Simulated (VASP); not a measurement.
# TiC: geometry relaxation (part 1 of 3)

The run: geometry relaxation of TiC (P-6m2, 2 atoms in the cell). Method and program: Kohn-Sham DFT of a periodic cell, BLYP with D3(BJ), VASP PAW PBE potentials, recommended, no spin polarisation (VASP 6.6.1).

The structure was built on a prototype by a generator; it need not be a known phase.

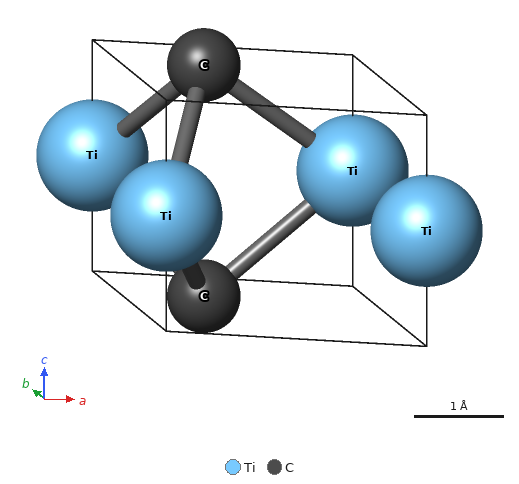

The input geometry (ball-and-stick view of the cell of the calculation, seen slightly off an axis). Near neighbours in the crystal (not all of them lie inside the picture): Ti has 6 C at 2.21 Å and 2 Ti at 2.70 Å; C has 6 Ti at 2.21 Å.

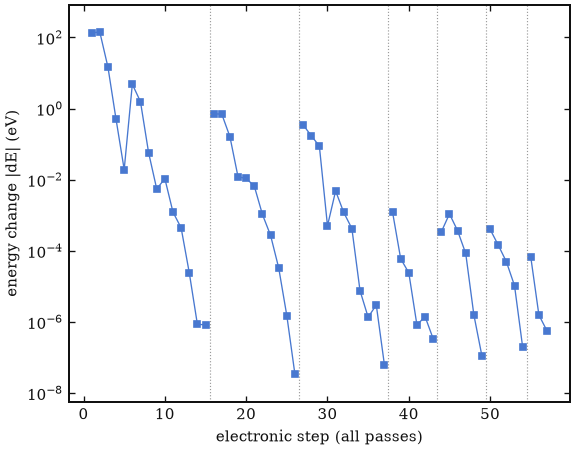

Convergence of the self-consistent field: energy change |dE| against the electronic step. Each stretch between dotted lines is the SCF of one geometry step of a relaxation. The 7 ionic steps take 3 to 15 electronic steps each. The density is held fixed in the first few steps, and dE rises again when its update begins.

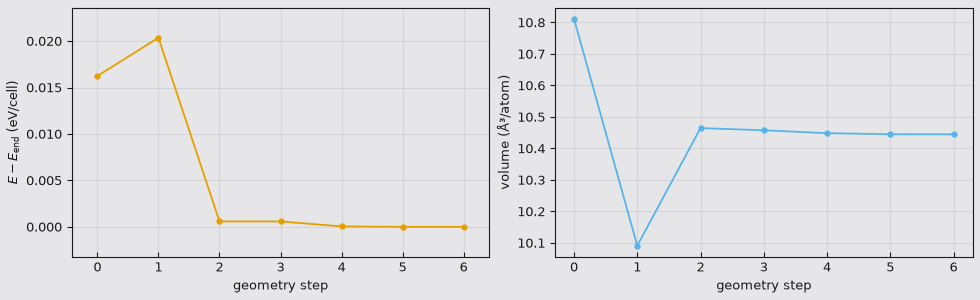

Progress of the relaxation, step by step (steps are counted from 0).

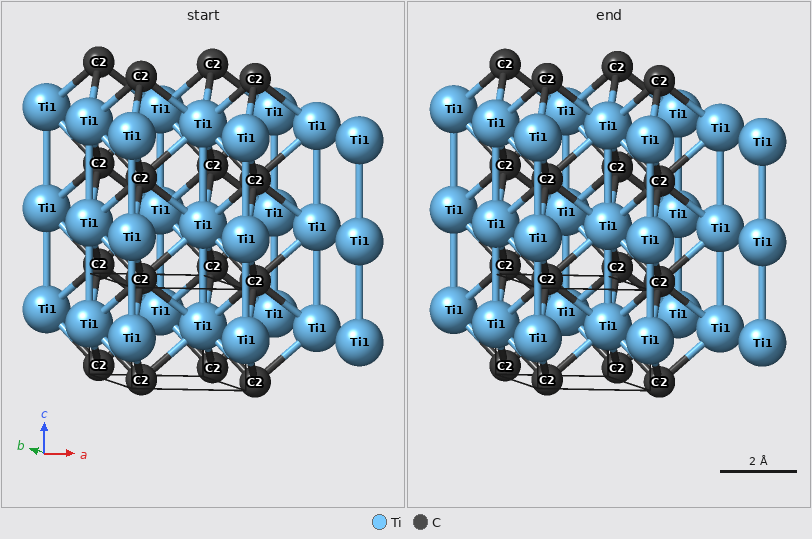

Before (left) and after (right) the relaxation, at one scale (ball-and-stick view of the cell of the calculation, repeated 2 × 2 × 3, seen slightly off an axis). No atom moves by more than 0.005 Å relative to the cell. The volume changes by −3.4 %, with a = b 3.042 → 3.000 Å (−1.4 %), c 2.698 → 2.680 Å (−0.7 %). Among the contacts that change: Ti1–C2 2.215 → 2.190 Å, Ti1–Ti1 2.698 → 2.680 Å. The space group stays P-6m2 (No. 187). Over 6 geometry steps the energy falls by 16.2 meV per cell of the calculation. (Atoms are counted from 1 in the order of the input.)

The input that produced these results follows, with the program's output.

**INCAR**
```
SYSTEM = TiC
AGGAC = 1.0
AGGAX = 1.0
ALDAC = 0.0
ALDAX = 1.0
ALGO = Normal
EDIFF = 1E-6
EDIFFG = -0.005
ENCUT = 600
GGA = B5
IBRION = 2
ISIF = 3
ISMEAR = -1
IVDW = 12
LASPH = .TRUE.
LCHARG = .FALSE.
LREAL = .FALSE.
LWAVE = .FALSE.
NELM = 60
NSW = 60
PREC = Accurate
SIGMA = 0.05
VDW_A1 = 0.4298
VDW_A2 = 4.2359
VDW_S6 = 1.0
VDW_S8 = 2.6996
```

**KPOINTS**
```
k-points
0
G
  10 10 10
  0 0 0
```

**POSCAR**
```
TiC
1.0
    3.0420900000      0.0000000000      0.0000000000
   -1.5210400000      2.6345200000      0.0000000000
    0.0000000000      0.0000000000      2.6979700000
Ti C
1 1
Direct
    0.0000000000      0.0000000000      0.5000000000
    0.3333300000      0.6666700000      0.0000000000
```

Launched with:
```bash
cat potpaw_PBE.64/Ti_sv/POTCAR potpaw_PBE.64/C/POTCAR > POTCAR
mpirun -np 1 vasp_std > vasp.out
```

**OSZICAR**
```
N       E                     dE             d eps       ncg     rms          rms(c)
DAV:   1     0.135296511449E+03    0.13530E+03   -0.95862E+03  4468   0.177E+03
DAV:   2    -0.697953579262E+01   -0.14228E+03   -0.13516E+03  4604   0.405E+02
DAV:   3    -0.217105883247E+02   -0.14731E+02   -0.14238E+02  7552   0.114E+02
DAV:   4    -0.222081221991E+02   -0.49753E+00   -0.49669E+00  5744   0.190E+01
DAV:   5    -0.222273807527E+02   -0.19259E-01   -0.19257E-01  6220   0.312E+00    0.178E+01
DAV:   6    -0.173929553243E+02    0.48344E+01   -0.50856E+01  5628   0.744E+01    0.105E+01
DAV:   7    -0.158226994824E+02    0.15703E+01   -0.10717E+01  5996   0.392E+01    0.482E+00
DAV:   8    -0.157649777086E+02    0.57722E-01   -0.30105E-01  5056   0.621E+00    0.310E+00
DAV:   9    -0.157594912598E+02    0.54864E-02   -0.29828E-01  5832   0.669E+00    0.107E+00
DAV:  10    -0.157488131181E+02    0.10678E-01   -0.35271E-02  6256   0.233E+00    0.513E-01
DAV:  11    -0.157475911895E+02    0.12219E-02   -0.42206E-03  5864   0.972E-01    0.239E-01
DAV:  12    -0.157471488032E+02    0.44239E-03   -0.21296E-03  6272   0.535E-01    0.559E-02
DAV:  13    -0.157471244848E+02    0.24318E-04   -0.17658E-04  6044   0.144E-01    0.908E-03
DAV:  14    -0.157471236306E+02    0.85422E-06   -0.16745E-05  6036   0.409E-02    0.754E-03
DAV:  15    -0.157471228090E+02    0.82159E-06   -0.38675E-06  5664   0.258E-02
   1 F= -.17645496E+02 E0= -.17643775E+02  d E =-.176455E+02
       N       E                     dE             d eps       ncg     rms          rms(c)
DAV:   1    -0.164597745540E+02   -0.71265E+00   -0.19043E+01  4764   0.681E+01    0.868E+00
DAV:   2    -0.157606322314E+02    0.69914E+00   -0.41018E+00  5668   0.313E+01    0.287E+00
DAV:   3    -0.155981816217E+02    0.16245E+00   -0.77755E-01  5688   0.918E+00    0.130E+00
DAV:   4    -0.155861906305E+02    0.11991E-01   -0.24857E-01  4712   0.573E+00    0.666E-01
DAV:   5    -0.155970560931E+02   -0.10865E-01   -0.17324E-02  5496   0.174E+00    0.220E-01
DAV:   6    -0.156036433088E+02   -0.65872E-02   -0.15037E-02  6948   0.656E-01    0.233E-01
DAV:   7    -0.156046937117E+02   -0.10504E-02   -0.82544E-04  4892   0.294E-01    0.873E-02
DAV:   8    -0.156049654591E+02   -0.27175E-03   -0.55219E-04  6896   0.169E-01    0.287E-02
DAV:   9    -0.156049984336E+02   -0.32974E-04   -0.49842E-05  5280   0.635E-02    0.435E-03
DAV:  10    -0.156049999263E+02   -0.14928E-05   -0.13277E-05  5748   0.184E-02    0.382E-03
DAV:  11    -0.156049999593E+02   -0.33006E-07   -0.87746E-07  2668   0.910E-03
   2 F= -.17641382E+02 E0= -.17639681E+02  d E =0.411397E-02
       N       E                     dE             d eps       ncg     rms          rms(c)
DAV:   1    -0.159540710788E+02   -0.34907E+00   -0.54325E+00  4748   0.380E+01    0.501E+00
DAV:   2    -0.157813088722E+02    0.17276E+00   -0.18465E+00  5764   0.192E+01    0.199E+00
DAV:   3    -0.156928686492E+02    0.88440E-01   -0.37788E-01  5716   0.652E+00    0.597E-01
DAV:   4    -0.156923650704E+02    0.50358E-03   -0.56319E-02  4760   0.254E+00    0.302E-01
DAV:   5    -0.156971749417E+02   -0.48099E-02   -0.71464E-03  6668   0.674E-01    0.177E-01
DAV:   6    -0.156983694191E+02   -0.11945E-02   -0.18595E-03  5912   0.271E-01    0.113E-01
DAV:   7    -0.156987920153E+02   -0.42260E-03   -0.78873E-04  6160   0.207E-01    0.300E-02
DAV:   8    -0.156987995753E+02   -0.75600E-05   -0.11191E-04  5268   0.748E-02    0.718E-03
DAV:   9    -0.156988009233E+02   -0.13480E-05   -0.47820E-06  5016   0.188E-02    0.719E-03
DAV:  10    -0.156988039131E+02   -0.29898E-05   -0.60821E-06  4724   0.207E-02    0.290E-03
DAV:  11    -0.156988038509E+02    0.62228E-07   -0.15214E-06  3732   0.105E-02
   3 F= -.17661157E+02 E0= -.17659447E+02  d E =-.156612E-01
       N       E                     dE             d eps       ncg     rms          rms(c)
DAV:   1    -0.156975751914E+02    0.12287E-02   -0.17626E-03  4764   0.669E-01    0.877E-02
DAV:   2    -0.156975153047E+02    0.59887E-04   -0.51918E-04  5748   0.330E-01    0.337E-02
DAV:   3    -0.156974913248E+02    0.23980E-04   -0.10864E-04  5744   0.110E-01    0.119E-02
DAV:   4    -0.156974905085E+02    0.81627E-06   -0.20694E-05  4788   0.506E-02    0.573E-03
DAV:   5    -0.156974919159E+02   -0.14074E-05   -0.20103E-06  4804   0.148E-02    0.191E-03
DAV:   6    -0.156974922492E+02   -0.33328E-06   -0.10248E-06  2932   0.589E-03
   4 F= -.17661156E+02 E0= -.17659445E+02  d E =-.156597E-01
       N       E                     dE             d eps       ncg     rms          rms(c)
DAV:   1    -0.156978317223E+02   -0.33981E-03   -0.72938E-02  4696   0.477E+00    0.285E-01
DAV:   2    -0.156967404609E+02    0.10913E-02   -0.35856E-03  4560   0.768E-01    0.147E-01
DAV:   3    -0.156963735491E+02    0.36691E-03   -0.74630E-04  6384   0.311E-01    0.721E-02
DAV:   4    -0.156962896095E+02    0.83940E-04   -0.28611E-04  5988   0.219E-01    0.216E-02
DAV:   5    -0.156962880305E+02    0.15790E-05   -0.21497E-05  4984   0.675E-02    0.797E-03
DAV:   6    -0.156962879231E+02    0.10743E-06   -0.13038E-06  3428   0.144E-02
   5 F= -.17661695E+02 E0= -.17660147E+02  d E =-.539430E-03
       N       E                     dE             d eps       ncg     rms          rms(c)
DAV:   1    -0.156958885214E+02    0.39951E-03   -0.96595E-03  4688   0.174E+00    0.104E-01
DAV:   2    -0.156957441358E+02    0.14439E-03   -0.47130E-04  4544   0.278E-01    0.533E-02
DAV:   3    -0.156956951201E+02    0.49016E-04   -0.97432E-05  6392   0.112E-01    0.255E-02
DAV:   4    -0.156956846464E+02    0.10474E-04   -0.36998E-05  6044   0.784E-02    0.808E-03
DAV:   5    -0.156956844503E+02    0.19613E-06   -0.27831E-06  4728   0.244E-02
   6 F= -.17661739E+02 E0= -.17660240E+02  d E =-.583276E-03
       N       E                     dE             d eps       ncg     rms          rms(c)
DAV:   1    -0.156956183173E+02    0.66329E-04   -0.10159E-04  4708   0.179E-01    0.107E-02
DAV:   2    -0.156956167625E+02    0.15548E-05   -0.50109E-06  4500   0.287E-02    0.553E-03
DAV:   3    -0.156956162075E+02    0.55508E-06   -0.79921E-07  2528   0.111E-02
   7 F= -.17661738E+02 E0= -.17660244E+02  d E =-.582808E-03
```

**Parts of OUTCAR**
```
SYSTEM = TiC
   EDIFF = 1E-6
   EDIFFG = -0.005
   ENCUT = 600
   GGA = B5
   IBRION = 2
   ISIF = 3
   ISMEAR = -1
   IVDW = 12
   LASPH = .TRUE.
   LREAL = .FALSE.
   NELM = 60
   NSW = 60
   PREC = Accurate
   VDW_A1 = 0.4298
   VDW_A2 = 4.2359
   VDW_S6 = 1.0
   VDW_S8 = 2.6996
     VDW_S6 = 1
     VDW_S8 = 2.7
     VDW_A1 = 0.43
     VDW_A2 = 4.236
 IVDW          = 12
 VDW_S6        =  1.00000000  s6, scaling of the dipole-dipole dispersion
 VDW_S8        =  2.69960000  s8, scaling of the dipole-quadrupole dispersion
 VDW_A1        =  0.42980000  a1, scaling of the critical radii
 VDW_A2        =  4.23590000  a2, offset of the critical radii
 VDW_RADIUS    = 50.20216178  two-body interaction cutoff (in Angstroms)
 VDW_CNRADIUS  = 21.16708996  CN, coordination number cutoff (in Angstroms)

 ion  position               nearest neighbor table
   1  0.000  0.000  0.500-   2 2.21   2 2.21   2 2.21   2 2.21   2 2.21   2 2.21
   2  0.333  0.667  0.000-   1 2.21   1 2.21   1 2.21   1 2.21   1 2.21   1 2.21

  LATTYP: Found a hexagonal cell.
 ALAT       =     3.0420900000
 C/A-ratio  =     0.8868804013

  Lattice vectors:

 A1 = (   3.0420900000,   0.0000000000,   0.0000000000)
 A2 = (  -1.5210400000,   2.6345200000,   0.0000000000)
 A3 = (   0.0000000000,   0.0000000000,   2.6979700000)

Analysis of symmetry for initial positions (statically):
=====================================================================
 Subroutine PRICEL returns:
 Original cell was already a primitive cell.

 Routine SETGRP: Setting up the symmetry group for a
 hexagonal supercell.

 Subroutine GETGRP returns: Found  4 space group operations
 (whereof  4 operations were pure point group operations)
 out of a pool of 24 trial point group operations.

The static configuration has the point symmetry C_2v.

Analysis of symmetry for dynamics (positions and initial velocities):
=====================================================================
 Subroutine PRICEL returns:
 Original cell was already a primitive cell.

 Routine SETGRP: Setting up the symmetry group for a
 hexagonal supercell.

 Subroutine GETGRP returns: Found  4 space group operations
 (whereof  4 operations were pure point group operations)
 out of a pool of 24 trial point group operations.

The dynamic configuration has the point symmetry C_2v.

 Subroutine INISYM returns: Found  4 space group operations
 (whereof  4 operations are pure point group operations),
 and found     1 'primitive' translations

----------------------------------------------------------------------------------------

                                     Primitive cell

  volume of cell :      21.6227

  direct lattice vectors                    reciprocal lattice vectors
     3.042090000  0.000000000  0.000000000     0.328721372  0.189787269  0.000000000
    -1.521040000  2.634520000  0.000000000     0.000000000  0.379575786  0.000000000
     0.000000000  0.000000000  2.697970000     0.000000000  0.000000000  0.370649044

  length of vectors
     3.042090000  3.042081247  2.697970000     0.379574694  0.379575786  0.370649044

  position of ions in fractional coordinates (direct lattice)
     0.000000000  0.000000000  0.500000000
     0.333330000  0.666670000  0.000000000

  ion indices of the primitive-cell ions
   primitive index   ion index
                 1           1
                 2           2

----------------------------------------------------------------------------------------

 KPOINTS: k-points

Automatic generation of k-mesh.
 Grid dimensions read from file:
 generate k-points for:   10   10   10

 Generating k-lattice:

  Cartesian coordinates                     Fractional coordinates (reciprocal lattice)
     0.032872137  0.018978727  0.000000000     0.100000000  0.000000000  0.000000000
     0.000000000  0.037957579  0.000000000     0.000000000  0.100000000  0.000000000
     0.000000000  0.000000000  0.037064904     0.000000000  0.000000000  0.100000000

  Length of vectors
     0.037957469  0.037957579  0.037064904

  Shift w.r.t. Gamma in fractional coordinates (k-lattice)
     0.000000000  0.000000000  0.000000000

 Subroutine IBZKPT returns following result:
 ===========================================

 Found    186 irreducible k-points:

 Following reciprocal coordinates:
            Coordinates               Weight
  0.000000  0.000000  0.000000      1.000000
  0.100000  0.000000  0.000000      4.000000
 -0.100000  0.100000  0.000000      2.000000
  0.200000  0.000000  0.000000      4.000000
 -0.200000  0.200000  0.000000      2.000000
  0.300000  0.000000  0.000000      4.000000
 -0.300000  0.300000  0.000000      2.000000
  0.400000 -0.000000  0.000000      4.000000
 -0.400000  0.400000  0.000000      2.000000
  0.500000  0.000000  0.000000      2.000000
  0.500000  0.500000  0.000000      1.000000
  0.100000  0.100000  0.000000      2.000000
 -0.100000  0.200000  0.000000      4.000000
  0.200000  0.100000  0.000000      4.000000
 -0.100000  0.300000  0.000000      4.000000
 -0.300000  0.200000  0.000000      4.000000
  0.300000  0.100000  0.000000      4.000000
 -0.100000  0.400000  0.000000      4.000000
 -0.400000  0.300000  0.000000      4.000000
  0.400000  0.100000  0.000000      4.000000
 -0.100000  0.500000  0.000000      4.000000
  0.500000  0.400000  0.000000      4.000000
  0.200000  0.200000  0.000000      2.000000
 -0.200000  0.400000  0.000000      4.000000
 [... further k-points ...]
   k-points           NKPTS =    186   k-points in BZ     NKDIM =    186   number of bands    NBANDS=     12
   number of dos      NEDOS =    301   number of ions     NIONS =      2
   total plane-waves  NPLWV =  13824
   dimension x,y,z NGX =    24 NGY =   24 NGZ =   24
   dimension x,y,z NGXF=    48 NGYF=   48 NGZF=   48
   ions per type =               1   1
   NGX,Y,Z   is equivalent  to a cutoff of  13.12, 13.12, 14.79 a.u.
   NGXF,Y,Z  is equivalent  to a cutoff of  26.23, 26.23, 29.58 a.u.
 SYSTEM =  TiC
   PREC   = accura    normal or accurate (medium, high low for compatibility)
   ISTART =      0    job   : 0-new  1-cont  2-samecut
   ICHARG =      2    charge: 1-file 2-atom 10-const
   ISPIN  =      1    spin polarized calculation?
   LNONCOLLINEAR =      F non collinear calculations
   LSORBIT =      F    spin-orbit coupling
   LASPH  =      T    aspherical Exc in radial PAW
   ENCUT  =  600.0 eV  44.10 Ry    6.64 a.u.   6.08  6.08  5.39*2*pi/ulx,y,z
   NELM   =     60;   NELMIN=  2; NELMDL= -5     # of ELM steps
   EDIFF  = 0.1E-05   stopping-criterion for ELM
   LREAL  =      F    real-space projection
   EDIFFG = -.5E-02   stopping-criterion for IOM
   NSW    =     60    number of steps for IOM
   IBRION =      2    ionic relax: 0-MD 1-quasi-New 2-CG
   NFREE  =      1    steps in history (QN), initial steepest desc. (CG)
   ISIF   =      3    stress and relaxation
   ISYM   =      2    0-nonsym 1-usesym 2-fastsym
   POTIM  = 0.5000    time-step for ionic-motion
   TEBEG  =    0.0;   TEEND  =   0.0 temperature during run
   PSTRESS=    0.0 pullay stress
   NELECT =      16.0000    total number of electrons
   NUPDOWN=      -1.0000    fix difference up-down
   EMIN   =  10.00;   EMAX   =-10.00  energy-range for DOS
   EFERMI =   0.00;   METHOD = LEGACY
   ISMEAR =    -1;   SIGMA  =   0.05  broadening in eV -4-tet -1-fermi 0-gaus
   EFERMI_NEDOS =   21; number of points for ismear=-14 and -15
   IALGO  =     38    algorithm
   IMIX   =      4    mixing-type and parameters
     AMIX     =   0.40;   BMIX     =  1.00
     AMIX_MAG =   1.60;   BMIX_MAG =  1.00
  volume/ion in A,a.u.               =      10.81        72.96
  Fermi-wavevector in a.u.,A,eV,Ry     =   1.480737  2.798187 29.831891  2.192582
  Thomas-Fermi vector in A             =   2.594734
   LORBIT       =      0    0 simple, 1 ext, 2 COOP (PROOUT), +10 PAW based schemes
   GGA     = B5    functional components
   LHFCALC =     F    Hartree Fock is set to
   AEXX    =    0.0000 exact exchange contribution
   IVDW    =    12    specifies the selected vdW correction
   LEPSILON=     F    determine dielectric tensor
   LRPA    =     F    only Hartree local field effects (RPA)
 conjugate gradient relaxation of ions
 non-spin polarized calculation
  energy-cutoff  :      600.00
  volume of cell :       21.62
 maximum number of plane-waves:       734
   NGX = 13   NGY = 13   NGZ = 11

--------------------------------------- Ionic step        1  -------------------------------------------

 number of electron      15.9999999 magnetization

 Free energy of the ion-electron system (eV)
  ---------------------------------------------------
  ext. energy  EPLUGINS =         0.00000000
  ---------------------------------------------------
  free energy    TOTEN  =       -15.74712281 eV

  energy without entropy =      -15.74368134  energy(sigma->0) =      -15.74540207

------------------------ aborting loop because EDIFF is reached ----------------------------------------

 Edisp (eV)   -1.89837

 E8    (eV) :    -1.3864

  FORCE on cell =-STRESS in cart. coord.  units (eV):
  Direction    XX          YY          ZZ          XY          YZ          ZX
  --------------------------------------------------------------------------------------
  -------------------------------------------------------------------------------------
  Total      -0.94283    -0.94288    -0.94020    -0.00005     0.00000     0.00000
  in kB     -69.86054   -69.86457   -69.66568    -0.00396     0.00000     0.00000
  external pressure =      -69.80 kB  Pullay stress =        0.00 kB

 VOLUME and BASIS-vectors are now :
```
